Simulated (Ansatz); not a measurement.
# Au(110) / 3 layers Pd(110) / Au(110): resistance against film thickness

Aim: what a thin film of another metal adds to the resistance, first Au(110) / 3 layers Pd(110) / Au(110).

Calculated with Ansatz 0.2.0; Ansatz plane-wave DFT, PBE, PAW files; ballistic transport by layer matching (Landauer), zero bias; PAW set soft_1.

## 1. Starting point

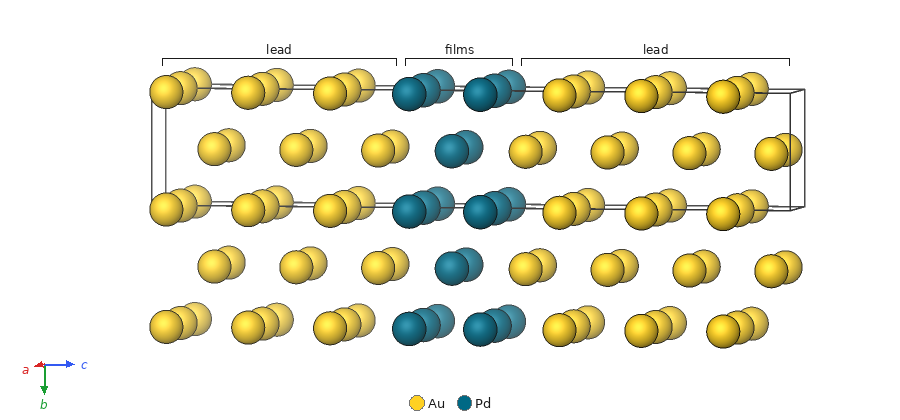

The cell as given, from the side, with the c axis across the page (gold yellow, palladium blue). 2×2×1 cells are drawn. Some periodic images of atoms are drawn too.

The cell holds 16 atoms: 13 Au and 3 Pd. Cell: a = 2.884 Å, b = 4.078 Å, c = 22.498 Å, α = 90.0°, β = 90.0°, γ = 90.0°. It derives from Au and Pd. Regions: lead, 13 atoms (13 Au); films, 3 atoms (3 Pd). The structure is stacked along c, and the current runs across the ab planes.

## 2. With 3 layers

The film is laid into the lead at the lead's in-plane lattice, and the cell closes on the lead's own image. The mesh across the current, 26×18, is finer than the density's, because channels open and close sharply across the zone. Energies from -1 to 1 eV in steps of 0.036 eV cover the slope of the Fermi function at 300 K, so the program can form a conductance.

Input file input.yaml:

```yaml
crystal:
  lattice:
    - [2.8837582304, 0.0, 0.0]
    - [0.0, 4.07825, 0.0]
    - [0.0, 0.0, 22.4977035097]
  atoms:
    - { symbol: Au, position: [0.0, 0.0, 0.0320450288] }
    - { symbol: Au, position: [0.5, 0.5, 0.0961350865] }
    - { symbol: Au, position: [0.0, 0.0, 0.1602251442] }
    - { symbol: Au, position: [0.5, 0.5, 0.2243152018] }
    - { symbol: Au, position: [0.0, 0.0, 0.2884052595] }
    - { symbol: Au, position: [0.5, 0.5, 0.3524953171] }
    - { symbol: Pd, position: [0.0, 0.0, 0.412345221] }
    - { symbol: Pd, position: [0.5, 0.5, 0.4679549712] }
    - { symbol: Pd, position: [0.0, 0.0, 0.5235647213] }
    - { symbol: Au, position: [0.5, 0.5, 0.5834146252] }
    - { symbol: Au, position: [0.0, 0.0, 0.6475046829] }
    - { symbol: Au, position: [0.5, 0.5, 0.7115947405] }
    - { symbol: Au, position: [0.0, 0.0, 0.7756847982] }
    - { symbol: Au, position: [0.5, 0.5, 0.8397748558] }
    - { symbol: Au, position: [0.0, 0.0, 0.9038649135] }
    - { symbol: Au, position: [0.5, 0.5, 0.9679549712] }
kpoints:
  mp_grid: { grid: [13, 9, 2] }
hamiltonian:
  xc: pbe
  pseudopotentials: { kind: paw, azcp: { folder: soft_1 } }
scf:
  occupations: { method: fermi_dirac, width: 0.1 }
output:
  transmission: { leads: [[0, 1]], kmesh: [26, 18], e_range: [-1.0, 1.0], de: 0.036 }
  write_potential: true
  write_density: true
  volumetric_format: npy
  elf: true
```

Command:

```console
ansatz run input.yaml --threads 4 --pin off --max-ram 8192MiB --backend cpu --events-out ev --progress --plain --runs-dir out
```

Numbers of over 12 decimals in the logs are rounded to 6 here.

What it wrote:

```text
Engine: ansatz 0.2.0, x86_64-unknown-linux-gnu
Pseudopotentials: kind: paw
Pseudopotential: Au, paw, valence charge 19, recommended cutoff 420 eV (normal), soft_1/Au.paw.azcp
Pseudopotential: Pd, paw, valence charge 18, recommended cutoff 420 eV (normal), soft_1/Pd.paw.azcp
Functional definition: PBE
  parameter kappa = 0.804
  parameter beta = 0.066725
  exchange = pbe_x(kappa = kappa, mu = beta*pi^2/3)
  correlation = pbe_c(beta = beta)
Crystal: 16 atoms, lattice volume = 264.588 Å³
Basis set: ecut = 420 eV, 5175 PW (Γ)
Bands: 181, of which v1, the nominal top of the filled ones, is band 151 counted from 1 (150 counted from 0)
Symmetry: 8 space group operations
Space group: Pmmm (ITA 47), of the structure as read, at distance tolerance 6.4e-5 Å
k-points: 70 of 234
Non-local potential: Au, projectors of the file, l = 0: 3, l = 1: 2, l = 2: 2, l = 3: 1
Non-local potential: Pd, projectors of the file, l = 0: 2, l = 1: 2, l = 2: 2, l = 3: 1
PAW form: soft (Blöchl's): semilocal exchange-correlation on the pseudo side does not see the compensation charge
PAW one-centre angular grid: Au, 590 points (default); XC on 64 Gauss nodes
PAW one-centre angular grid: Pd, 590 points (default); XC on 64 Gauss nodes
Initial density: superposition of atomic densities (chi_scale 0.1, normalization cell, long waves of neutral atoms (reshape's long-wave potential 9.20 eV rms, cloud 2.75 Å wide))
Initial wavefunctions: pseudopotential atomic-orbital guess
Functional: x = pbe(κ = 0.804, μ = 0.219515), c = pbe(β = 0.066725)
SCF iter   1: F=—  HF=-191892.299308 eV  |F-HF|=—  |Δ(HF+E_count)|=         —  Δρ=8.77e-2  dr2=8.25e1  ethr=3.10e-3  ⟨swp⟩=4.1  Hψ=37592  notcnv=0  defer=404
preconditioner: auto → Kerker (q_TF=auto, 2.788 Å⁻¹)  [metal: Δε(μ)=0.010 eV  Ē_g=10.054 eV  σ=0.100 eV  W_gap=0.03  n_scr=98 (ndim 8)  ℏωp=30.0 eV  f_vac=0.000  D(μ)=5.37/eV (n_scr^D=30)]
SCF iter   2: F=—  HF=-191887.255355 eV  |F-HF|=—  |Δ(HF+E_count)|=    5.04e0  Δρ=4.77e-2  dr2=4.04e1  ethr=3.10e-3  ⟨swp⟩=2.9  Hψ=21171  notcnv=0  defer=1255
SCF iter   3: F=—  HF=-191884.492355 eV  |F-HF|=—  |Δ(HF+E_count)|=    2.76e0  Δρ=9.22e-3  dr2=4.17e0  ethr=3.10e-3  ⟨swp⟩=2.4  Hψ=18051  notcnv=0  defer=1255
SCF iter   4: F=—  HF=-191884.302609 eV  |F-HF|=—  |Δ(HF+E_count)|=   1.90e-1  Δρ=3.50e-3  dr2=2.05e-1  ethr=1.39e-3  ⟨swp⟩=1.6  Hψ=14781  notcnv=0  defer=1255
SCF iter   5: F=—  HF=-191884.285975 eV  |F-HF|=—  |Δ(HF+E_count)|=   1.66e-2  Δρ=1.25e-3  dr2=4.35e-2  ethr=6.80e-5  ⟨swp⟩=1.1  Hψ=11407  notcnv=0  defer=1264
SCF iter   6: F=—  HF=-191884.284085 eV  |F-HF|=—  |Δ(HF+E_count)|=   1.89e-3  Δρ=6.18e-4  dr2=9.71e-3  ethr=1.44e-5  ⟨swp⟩=1.1  Hψ=11391  notcnv=0  defer=1264
SCF iter   7: F=—  HF=-191884.283863 eV  |F-HF|=—  |Δ(HF+E_count)|=   2.22e-4  Δρ=1.94e-4  dr2=1.77e-3  ethr=3.23e-6  ⟨swp⟩=1.0  Hψ=11376  notcnv=0  defer=1264
SCF iter   8: F=—  HF=-191884.283762 eV  |F-HF|=—  |Δ(HF+E_count)|=   1.01e-4  Δρ=1.20e-4  dr2=4.92e-4  ethr=5.88e-7  ⟨swp⟩=1.1  Hψ=11396  notcnv=0  defer=1264
SCF iter   9: F=—  HF=-191884.283743 eV  |F-HF|=—  |Δ(HF+E_count)|=   1.89e-5  Δρ=3.06e-5  dr2=5.07e-5  ethr=1.63e-7  ⟨swp⟩=1.0  Hψ=11377  notcnv=0  defer=1264
SCF iter  10: F=—  HF=-191884.283775 eV  |F-HF|=—  |Δ(HF+E_count)|=   3.18e-5  Δρ=1.94e-5  dr2=1.77e-5  ethr=1.68e-8  ⟨swp⟩=1.1  Hψ=11852  notcnv=0  defer=1274
SCF iter  11: F=—  HF=-191884.283774 eV  |F-HF|=—  |Δ(HF+E_count)|=   3.18e-7  Δρ=6.82e-6  dr2=1.13e-6  ethr=5.88e-9  ⟨swp⟩=1.0  Hψ=11376  notcnv=0  defer=1274
SCF iter  12: F=—  HF=-191884.283774 eV  |F-HF|=—  |Δ(HF+E_count)|=   5.69e-8  Δρ=2.08e-6  dr2=1.69e-7  ethr=3.76e-10  ⟨swp⟩=1.0  Hψ=11391  notcnv=0  defer=1274
SCF iter  13: F=-191884.283774 eV  HF=-191884.283774 eV  |F-HF|=3.35e-8  |Δ(HF+E_count)|=   7.65e-9  Δρ=9.78e-7  dr2=3.51e-8  ethr=3.32e-11  ⟨swp⟩=9.5  Hψ=45070  notcnv=0
SCF 1 converged in 13 iterations: F = -191884.283774 eV  dr2 = 3.51e-8
  greatest PAW one-centre occupation: 1.000 electrons in one spin orbital (limit 2), on the Au atom at site 9 (counted from 0), in its partial waves of l = 0
transmission: 546 of 5460 steps passed
transmission: 1092 of 5460 steps passed
[...]
transmission: 5460 of 5460 steps passed
SCF converged after 13 iterations
Free energy (F): -191884.283774 eV
Harris-Foulkes:  -191884.283774 eV  (|F-HF|=3.35e-8)
Internal energy: -191884.060022 eV  (E = F + TS)
E sigma→0 (E₀):  -191884.171898 eV
Entropy (-TS):   -0.223752 eV (-13.985 meV/atom)
Fermi energy:    20.487209 eV
--- Per-component energies (eV) ---
  E_band       = -3087.924630
  E_kinetic    = 8868.364437
  E_local      = -27928.956678  (includes V_loc(G=0)·N_el)
  E_nonlocal   = 2387.245221
  E_hartree    = 11973.313327
  E_xc         = -3219.041362
  E_vxc        = -3931.108957  (∫ρ·V_xc dr)
  E_paw        = -137944.050151  (= ΣΔE_a)
  E_vpaw       = -6430.124820  (= ΣTr[D̂ρ^β])
  E_aug_tail   = 0.022896  (compensation charges beyond the density's cutoff)
  E_ewald      = -46020.957712
  E_smearing   = -0.223752  (= −TS)
  E_closure    = -0.000000  (closes the sum)
  Σ components = -191884.283774   (vs F -191884.283774, Δ=0.00e0)
--- Band table (eV; the first three rows and the last of 70) ---
  k-point 0: bands = [... 147 lower, 19.6271, 19.6287, 19.9434, 20.5368, 20.8813, 20.9555, 21.6962, 23.0502, ... 26 higher]
  k-point 1: bands = [... 147 lower, 19.6271, 19.9420, 19.9433, 19.9693, 20.5368, 21.9441, 21.9967, 22.0340, ... 26 higher]
  k-point 2: bands = [... 147 lower, 19.4625, 19.5915, 20.0311, 20.4576, 20.7887, 20.8796, 20.9617, 22.0977, ... 26 higher]
  k-point 69: bands = [... 147 lower, 20.8302, 21.7539, 21.8207, 22.4877, 22.5750, 23.1920, 23.2885, 23.5696, ... 26 higher]
--- Transmission ---
  basis      : 101 plane waves across, 39 finite elements along
  points     : 140, standing for a mesh of 26 x 18
  filling    : by the input's occupations and mesh, since the crystals that have channels conduct as metals do. If one of these is a semiconductor, that mesh has misplaced its level
  energies   : 56 from -1.000000 to 0.980000 eV about the Fermi level, 0.036000 eV apart; the leads are filled to 0.000000 eV, and channels, transmission and decay are at 0.008000 eV
  crystal 0  : Au1, at the sites [0, 1], period 1.4419 Å, over 18.74 Å; its Hamiltonian steps by up to 3.5 meV
    offset         : up to 0.0000 Å between an atom of the period and one for which it stands
    filled         : 2.2 meV over the level at which it is neutral
    channels       : 1.386752e0 a spin
    conductance    : 9.1703e14 S/m² at 300 K; may be off by some 0.0 % by where its bands' edges are placed, 4.9 % from the k-mesh, 0.0 % from the distance to neutral
    slowest decay  : 0.0120 /Å at (0.0769, 0.4444)
  junction   : crystal 0 to crystal 0, -0.70 to 20.36 Å
    transmission   : 1.052739e0 a spin
    conductance    : 6.8719e14 S/m² at 300 K (6.7300e14 on every other point, 6.8772e14 on every other energy)
    error estimate : 0.1 % from the energy spacing and 0.0 % from band edges of the leads and from resonances (wavevectors taken as independent; lower de), 4.3 % from the k-mesh, 0.7 % from the steps of its leads' Hamiltonians or their offsets (lay more layers), 0.1 % from the distance to neutral
    resistance     : 3.6473e-4 Ω µm² beyond half of each lead's own
```

Elapsed: 7 min, on 4 threads of Intel Xeon Platinum 8375C at 2.90GHz (Ice Lake), shared host; peak memory 2.6 GiB; 27 min of CPU time.

In the SCF lines HF is the Harris–Foulkes energy and dr2 the Hartree energy of the density residual, in eV; the loop may stop once dr2 is under the threshold and the program's other checks hold. Hψ counts applications of the Hamiltonian.

Numbers from this step:

```yaml
free_energy: -191884.2838 eV
energy_at_zero_smearing: -191884.1719 eV
fermi_energy: 20.49 eV
cell_area: 11.76 Å²
step_of_the_lead_s_potential: 3.5 meV
ballistic_conductance_of_the_lead: 9.17e14 S/m²
estimated_errors_of_the_lead_s_conductance: 0, 4.9, 0 % (band edges, k-mesh, distance from neutral)
lead_conductance_per_cell: 1.392 G₀
conductance_of_the_junction: 6.87e14 S/m²
junction_conductance_per_cell: 1.043 G₀
estimated_errors_of_the_junction_s_conductance: 0.1, 0, 4.3, 0.7, 0.1 % (energy step, band edges, k-mesh, leads' steps, distance from neutral)
area_resistance_that_the_stack_adds_contact_term_taken_off_spin_by_spin: 0.3647 fΩ m²
```

Per spin. Transmission, zone mean against energy, zero at the Fermi level:

| energy (eV) | transmission, zone mean |
| --- | --- |
| -1.000 | 0.815 |
| -0.892 | 0.874 |
| -0.784 | 0.957 |
| -0.676 | 0.986 |
| -0.640 | 0.984 |
| -0.532 | 0.958 |
| -0.424 | 0.934 |
| -0.316 | 0.858 |
| -0.172 | 0.930 |
| -0.064 | 0.990 |
| 0.008 | 1.05 |
| 0.044 | 1.07 |
| 0.152 | 1.11 |
| 0.296 | 1.12 |
| 0.404 | 1.13 |
| 0.512 | 1.14 |
| 0.620 | 1.14 |
| 0.764 | 1.15 |
| 0.872 | 1.16 |
| 0.980 | 1.14 |

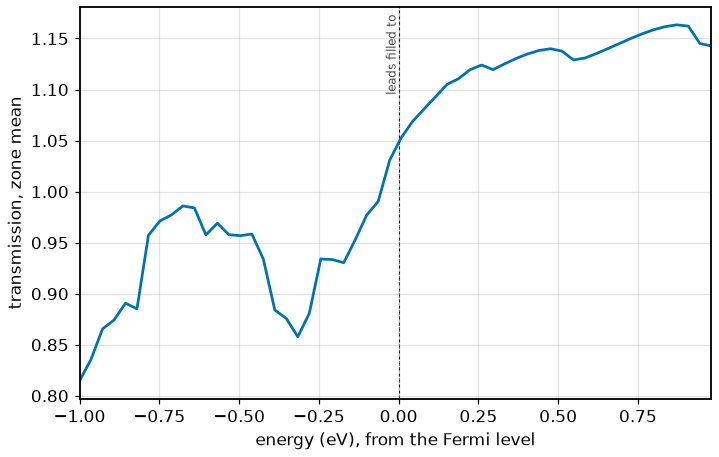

Transmission, zone mean, plotted against energy.

Per spin. Open channels, zone mean, lead against energy, zero at the Fermi level:

```
energy (eV)  open channels, zone mean, lead
     -1.000                            1.19
     -0.784                            1.26
     -0.604                            1.28
     -0.388                            1.35
     -0.208                            1.36
      0.008                            1.39
      0.188                            1.42
      0.404                            1.47
      0.584                            1.44
      0.800                            1.48
```

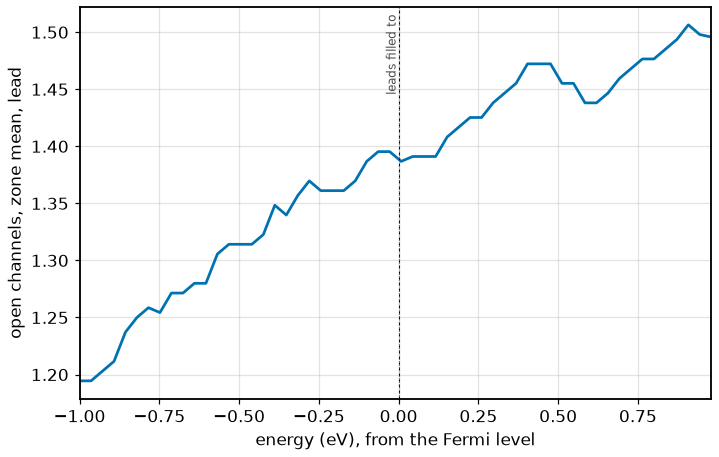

Open channels, zone mean, lead, plotted against energy.

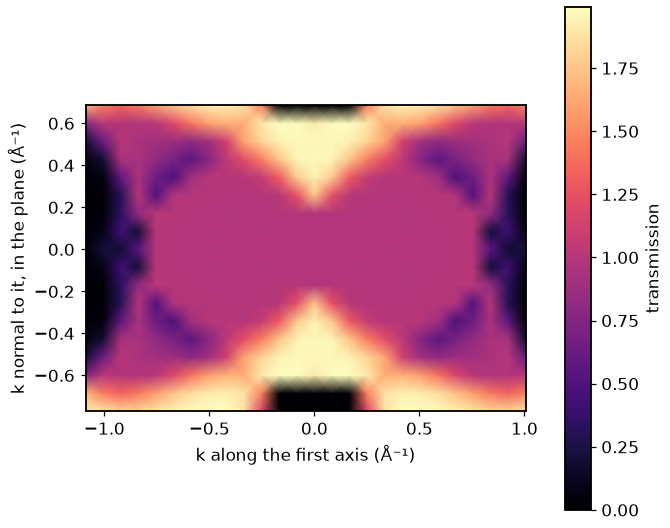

Transmission over k1 and k2. At 0.0080 eV from the Fermi level.

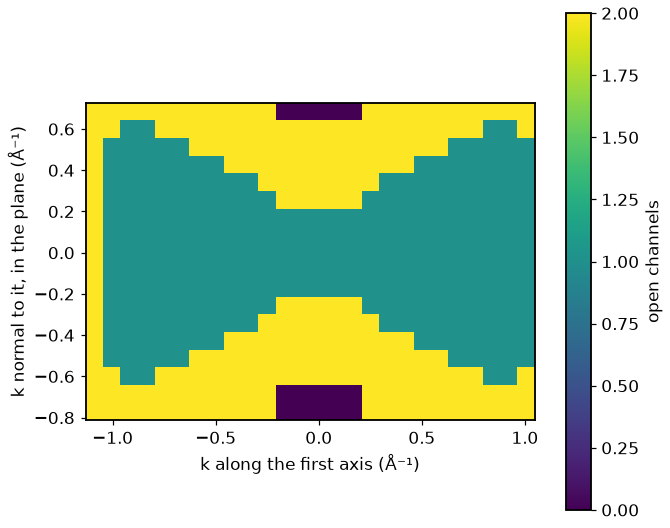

Open channels over k1 and k2. At 0.0080 eV from the Fermi level.

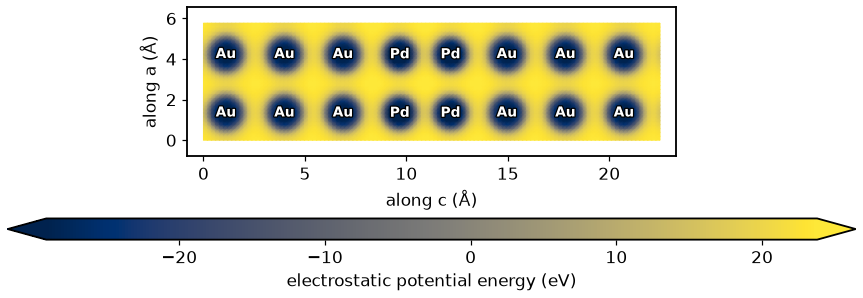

Electrostatic potential energy in the ca plane at fractional y = 0.000, with atoms of Au and Pd within 0.2 Å of it. With pseudopotentials it is smooth inside the atoms' cores, unlike the true potential. The map starts off the cell's origin, so that atoms lie inside it.

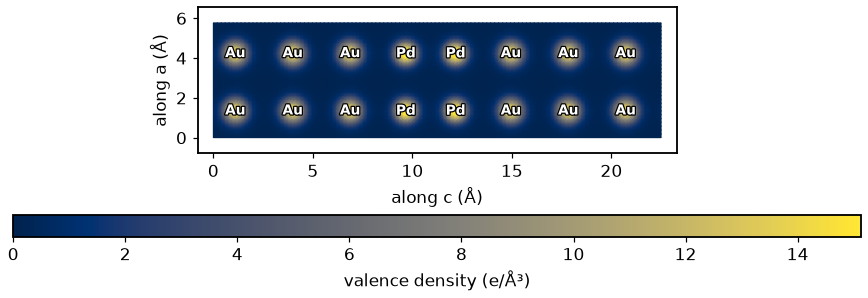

Valence density in the ca plane at fractional y = 0.000, with atoms of Au and Pd within 0.2 Å of it. It is the smooth field of the valence electrons, not physical close to the nuclei. The map starts off the cell's origin, so that atoms lie inside it.

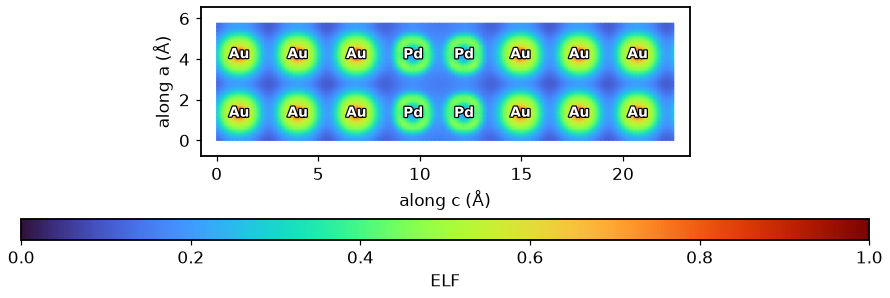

ELF in the ca plane at fractional y = 0.000, with atoms of Au and Pd within 0.2 Å of it. It is the smooth field of the valence electrons, not physical close to the nuclei. The map starts off the cell's origin, so that atoms lie inside it.

The lead's potential steps by 3.5 meV from period to period, small in itself. The program estimates the junction's conductance to 4.3 % from the k-mesh, 0.1 % from the leads' distance from neutral and 0.7 % from their steps.

By hand: 1/G − 1/G_lead = 1/0.6872 − 1/0.9170 = 0.365 fΩ m² with G in 10¹⁵ S/m².

## 3. With 5 layers, k-mesh 13×9×1, film layers 5

The stack now holds 5 film layers; the k-mesh follows the cell, and the energies span -0.27 to 0.27 eV.

System of this step: Au(110) / 5 layers Pd(110) / Au(110). The cell holds 18 atoms: 13 Au and 5 Pd. Cell: a = 2.884 Å, b = 4.078 Å, c = 25.000 Å, α = 90.0°, β = 90.0°, γ = 90.0°. It derives from Au and Pd. Regions: lead, 13 atoms (13 Au); films, 5 atoms (5 Pd). The structure is stacked along c, and the current runs across the ab planes.

Input file input.yaml:

```yaml
crystal:
  lattice:
    - [2.8837582304, 0.0, 0.0]
    - [0.0, 4.07825, 0.0]
    - [0.0, 0.0, 24.9998868511]
  atoms:
    - { symbol: Au, position: [0.0, 0.0, 0.0288377128] }
    - { symbol: Au, position: [0.5, 0.5, 0.0865131385] }
    - { symbol: Au, position: [0.0, 0.0, 0.1441885641] }
    - { symbol: Au, position: [0.5, 0.5, 0.2018639898] }
    - { symbol: Au, position: [0.0, 0.0, 0.2595394154] }
    - { symbol: Au, position: [0.5, 0.5, 0.317214841] }
    - { symbol: Pd, position: [0.0, 0.0, 0.3710745005] }
    - { symbol: Pd, position: [0.5, 0.5, 0.4211183939] }
    - { symbol: Pd, position: [0.0, 0.0, 0.4711622872] }
    - { symbol: Pd, position: [0.5, 0.5, 0.5212061805] }
    - { symbol: Pd, position: [0.0, 0.0, 0.5712500738] }
    - { symbol: Au, position: [0.5, 0.5, 0.6251097333] }
    - { symbol: Au, position: [0.0, 0.0, 0.682785159] }
    - { symbol: Au, position: [0.5, 0.5, 0.7404605846] }
    - { symbol: Au, position: [0.0, 0.0, 0.7981360102] }
    - { symbol: Au, position: [0.5, 0.5, 0.8558114359] }
    - { symbol: Au, position: [0.0, 0.0, 0.9134868615] }
    - { symbol: Au, position: [0.5, 0.5, 0.9711622872] }
kpoints:
  mp_grid: { grid: [13, 9, 1] }
hamiltonian:
  xc: pbe
  pseudopotentials: { kind: paw, azcp: { folder: soft_1 } }
scf:
  occupations: { method: fermi_dirac, width: 0.1 }
output:
  transmission:
    leads: [[0, 1]]
    kmesh: [26, 18]
    e_range: [-0.27, 0.27]
    de: 0.036
  write_potential: true
  write_density: true
  volumetric_format: npy
```

What it wrote:

```text
[...]
Crystal: 18 atoms, lattice volume = 294.016 Å³
Basis set: ecut = 420 eV, 5751 PW (Γ)
Bands: 203, of which v1, the nominal top of the filled ones, is band 169 counted from 1 (168 counted from 0)
Symmetry: 8 space group operations
[...]
k-points: 35 of 117
[...]
--- Transmission ---
  basis      : 101 plane waves across, 40 finite elements along
  points     : 140, standing for a mesh of 26 x 18
[...]
filled         : 2.3 meV under the level at which it is neutral
    channels       : 1.386752e0 a spin
[...]
slowest decay  : 0.0204 /Å at (0.0769, 0.4444)
  junction   : crystal 0 to crystal 0, -0.70 to 22.86 Å
    transmission   : 1.016617e0 a spin
[...]
resistance     : 3.9396e-4 Ω µm² beyond half of each lead's own
[key lines of the parts left out:]
SCF converged after 13 iterations
Free energy (F): -205829.698800 eV
Fermi energy:    20.408977 eV
```

Run time: 3.7 min. Hardware: 4 threads; peak memory 2.2 GiB; 13 min of CPU time.

This step gave:

| Item | Value |
| --- | --- |
| free energy | -205829.6988 eV |
| energy at zero smearing | -205829.4942 eV |
| Fermi energy | 20.41 eV |
| step of the lead's potential | 4.4 meV |
| conductance of the junction | 6.74e14 S/m² |
| junction conductance per cell | 1.023 G₀ |
| estimated errors of the junction's conductance | 0.1, 0, 4.2, 1.3, 0.1 % (energy step, band edges, k-mesh, leads' steps, distance from neutral) |
| area resistance that the stack adds (contact term taken off, spin by spin) | 0.3940 fΩ m² |

Per spin. Table of transmission, zone mean by energy, zero at the Fermi level:

| energy (eV) | transmission, zone mean |
| --- | --- |
| -0.270 | 0.788 |
| -0.234 | 0.817 |
| -0.198 | 0.862 |
| -0.162 | 0.915 |
| -0.126 | 0.942 |
| -0.090 | 0.960 |
| -0.054 | 1.02 |
| -0.018 | 1.02 |
| 0.018 | 1.02 |
| 0.054 | 1.05 |
| 0.090 | 1.04 |
| 0.126 | 1.03 |
| 0.162 | 1.03 |
| 0.198 | 1.04 |
| 0.234 | 1.05 |
| 0.270 | 1.05 |

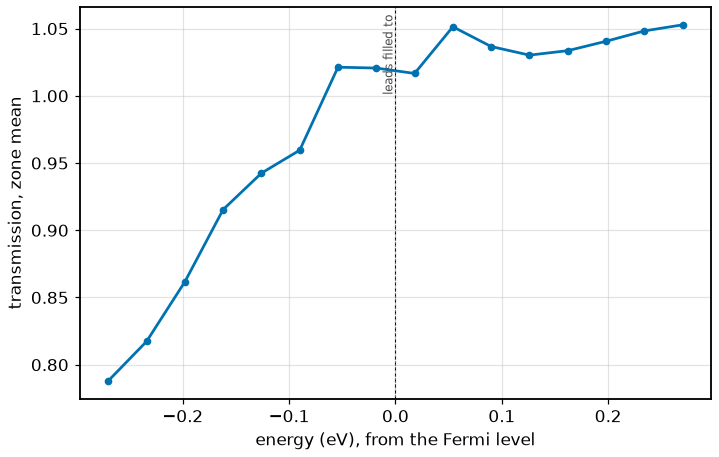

Transmission, zone mean, plotted against energy.

The conductance of the junction is 6.7e14 S/m², 2.0 % under the 6.9e14 S/m² of the last finished run, within the error estimates, leads' steps apart, of 4.3 and 4.2 %.

(Part 1 of 2 ends here.)

[Logs are printed without paths, hosts, clocks, repeated set-up lines and the standing remarks that a program may print on its own settings, such as how far it seeks lower states.]

[Hosts, paths, dates, database ids (printed as entryN), source tags and the programs' standing remarks are cut or masked in the printed files.]
